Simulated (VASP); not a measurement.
# Be: what the fields show

```xyz
2
Lattice="2.4149 0.0000 0.0000 0.0000 2.4149 0.0000 0.0000 0.0000 2.4149" Properties=species:S:1:pos:R:3 pbc="T T T"
Be    0.0000    0.0000    0.0000
Be    1.2075    1.2075    1.2075
```

Space group Im-3m; a generated structure, not necessarily the stable one; changed on purpose from its base cell (volume × 0.88); computed pressure about 19 GPa in this cell.

Theory: VASP 6.6.1, Kohn-Sham DFT of a periodic cell, revPBE, VASP PAW PBE potentials, recommended.

In a PAW calculation such maps are meaningful between the atoms, not at the nuclei.

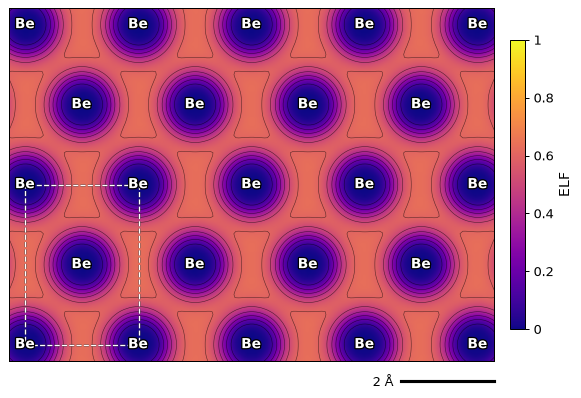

Figure 1. ELF on the (110) plane of the conventional cell.

Read the bonding off the picture.

Answer. The section cuts through Be sites. Be–Be (2.09 Å): the ELF reaches about 0.60 near the midpoint.

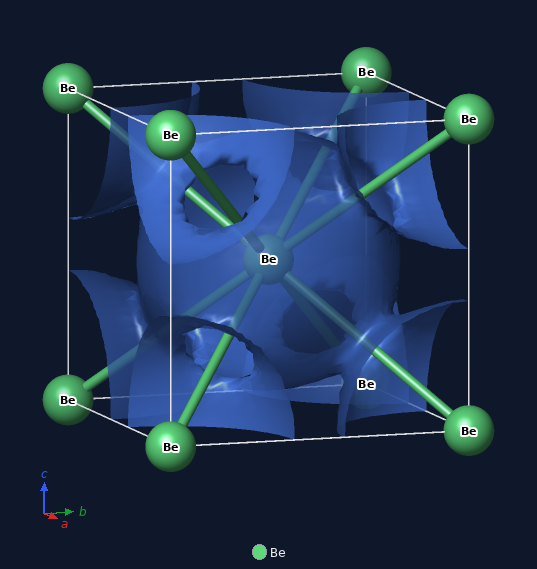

Figure 2. Isosurface of the ELF at 0.6 (blue), seen slightly off an axis. Core shells and regions of very low density are left out. Sticks mark near contacts.

Describe the localisation domains.

Answer. At this value the surface marks out one network that runs through the whole crystal, counted in one cell of 2 atoms. Any copies at cell faces, edges or corners count once. There are no localised bonds or lone pairs at this value.
